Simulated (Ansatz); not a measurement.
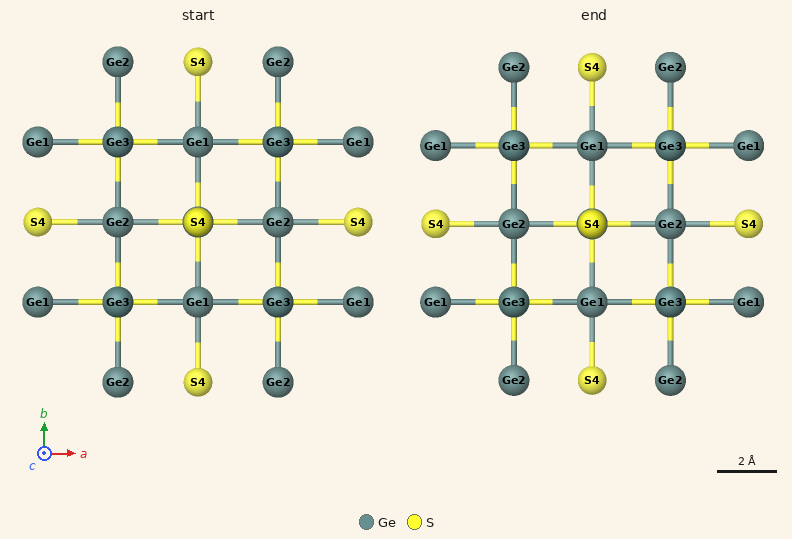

The structure of crystalline Ge$_{3}$S (a generated structure, set up in Im-3m) before (left) and after (right) a relaxation, at one scale.

A ball-and-stick model of the conventional cell (2 times the calculation's cell), seen along the c axis. Lengths and directions refer to the drawn axes.

The calculation used DFT PBE, scalar-relativistic, plane waves, PAW (Ansatz 0.2.0). Settings: plane-wave cutoff 420 eV; k-point mesh 12 × 12 × 12; occupations gaussian; smearing width 0.1 eV; no spin polarisation; cell and atoms relaxed; force threshold 0.01 eV/Å; at most 80 steps.

Question: Summarise the run.

Answer: No atom moves by more than 0.005 Å relative to the cell. Cell: a = b = c 5.494 → 5.368 Å (−2.3 %). Volume −6.7 %. Near-neighbour distances that change, for instance: Ge1–S4 2.747 → 2.684 Å. The space group stays Im-3m (No. 229). The energy falls by 17.5 meV per atom in 3 accepted moves (4 points after the start). All forces vanish by symmetry, so only the cell relaxes. Pressure: −3.82 GPa at the start and 0.00 GPa at the end. The SCF was repeated once at an unchanged geometry on a basis and grid sized afresh for the cell, which shifted the energy by 0.2 meV per atom at most.
